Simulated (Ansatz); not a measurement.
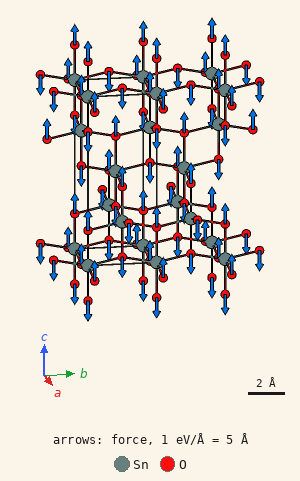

Starting geometry of solid SnO2 (set up in I4_1/amd) with the computed forces as blue arrows. A ball-and-stick model of the conventional cell (2 times the calculation's cell), repeated 1 × 2 × 1 with one cell outlined, seen slightly off an axis. Lengths and directions refer to the drawn axes.

Case: volume × 0.88, shape and atoms relaxed.

Theory: Ansatz, DFT PBE, scalar-relativistic, plane waves, PAW. Settings: plane-wave cutoff 420 eV; k-point mesh 10 × 10 × 10; occupations gaussian; smearing width 0.02 eV; no spin polarisation; cell relaxed at fixed volume; force threshold 0.01 eV/Å; at most 30 steps.

**What follows when this structure is relaxed?**

It isn't relaxed: the largest force vector, on O atoms, is 0.25 eV/Å. The atoms end up moving mostly along the starting forces (cosine between the two patterns 1.00). The energy falls by 13.0 meV per cell of the calculation in 4 accepted moves (6 points after the start). The largest force component goes from 0.25 to under 0.0001 eV/Å. Pressure: 24.14 GPa at the start and 22.37 GPa at the end. At 2 points the geometry stayed and the basis and grid were re-selected for the new cell (energy shift of 0.5 meV per cell of the calculation at most each time). The largest moves relative to the cell, 0.032 Å, are those of O atoms. Sn stays in place. The drawn cell changes at constant volume: a = b 3.918 → 3.941 Å (+0.6 %), c 9.757 → 9.641 Å (−1.2 %). Near-neighbour distances that change, for instance: O–Sn 2.035 → 2.043 Å, O–Sn 2.000 → 2.004 Å. Bond angles that change, for instance: O–Sn–O 156.7° → 158.9°, Sn–O–Sn 156.7° → 158.9°. The space group stays I4_1/amd (No. 141). The run took 2.4 min on 1 thread of Arm Neoverse V1, on a shared host, peak memory 0.5 GiB.
